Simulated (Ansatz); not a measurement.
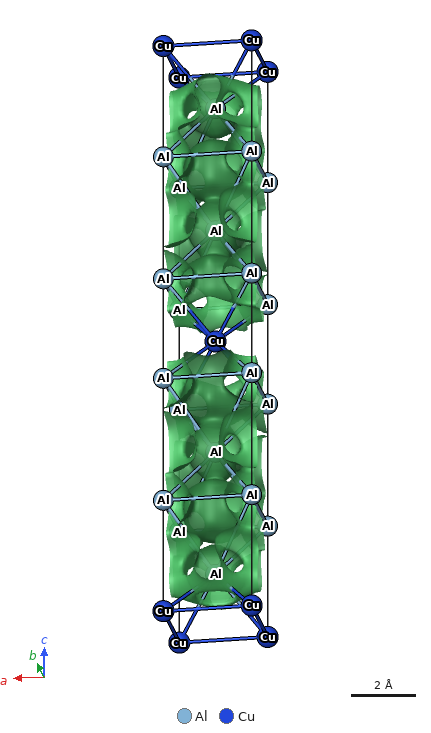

Al4Cu. Isosurface of the electron localisation function at 0.55 (green), seen at an oblique angle. Core shells and regions of very low density are left out. Sticks mark near contacts.

Space group I4/mmm; a structure generated by program, which may or may not match a known phase; computed without spin polarisation.

Theory: DFT PBE, scalar-relativistic, plane waves, PAW in Ansatz 0.2.0.

Core electrons are frozen (PAW), and the valence fields are smoothed inside the atomic spheres.

> What do the ELF domains correspond to?

The surface consists of sheets that run through the cell in two directions, counted in one cell of 10 atoms. Regions shared between cells count once.

Values along the shortest contacts:
Al–Cu (2.62 Å): the ELF is about 0.45 at the midpoint. Al–Al (2.83 Å): the ELF peaks at about 0.60 between the atoms.

> Metal or insulator at this level of theory?

It is gapless in this calculation (a metal or semimetal).

> What Bader charges does the calculation give?

Electrons move from Al towards Cu. Bader charges: Al +0.01 to +0.54 and Cu −1.11 e.
